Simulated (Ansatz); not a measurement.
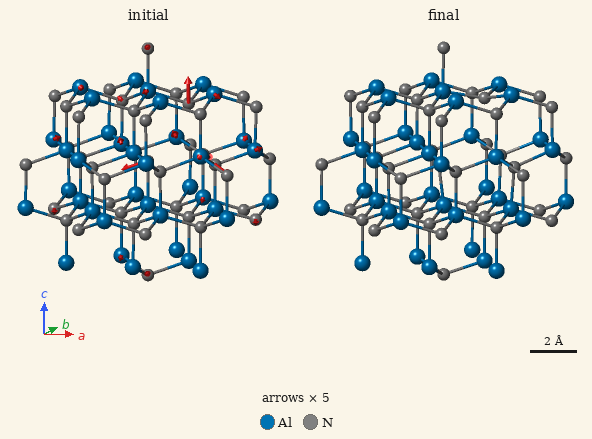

The structure of a defect cell of composition Al$_{47}$N$_{48}$ (cell charge +1) before (left) and after (right) a relaxation, at one scale. The red arrows give the displacements, magnified 5 times.

The picture is a ball-and-stick view of the atoms within 5.8 Å of the atom that moves most (axes of the cell of the calculation (origin shifted)), seen slightly off an axis.

The atoms of the start lie slightly off their symmetric places, so part of the fall in energy undoes that.

Level of theory: Ansatz 0.2.0, DFT, PBEsol, PAW, plane waves. Settings: plane-wave cutoff 420 eV; k-point mesh 1 × 1 × 1; mesh shifted by (0.25, 0.25, 0.25); collinear spin; atoms relaxed in a fixed cell; force threshold 0.03 eV/Å; at most 80 steps.

**Summarise the run.**

The energy falls by 1.817 eV per cell of the calculation in 5 geometry steps. Largest force component: 1.7 eV/Å at the start, 0.019 eV/Å at the end. The largest move is that of an N atom, 0.25 Å along [−3 −1 −1]. By element the largest moves are N 0.25 Å, Al 0.09 Å. The cell doesn't change. Among the contacts that change: Al–N 1.808 → 1.891 Å, Al–N 1.954 → 1.878 Å, Al–N 1.956 → 1.898 Å, Al–N 1.930 → 1.874 Å. Bond angles that change, for instance: N–Al–N 108.8° → 99.2°, N–Al–N 111.1° → 101.7°, Al–N–Al 108.2° → 116.6°. The program noted that the starting moments weren't kept. The run may lie on a higher electronic state than the lowest, so the end point isn't shown to be the ground-state structure.

Limits of the set-up: the cell is charged, on a uniform background, and energies carry no finite-size correction.
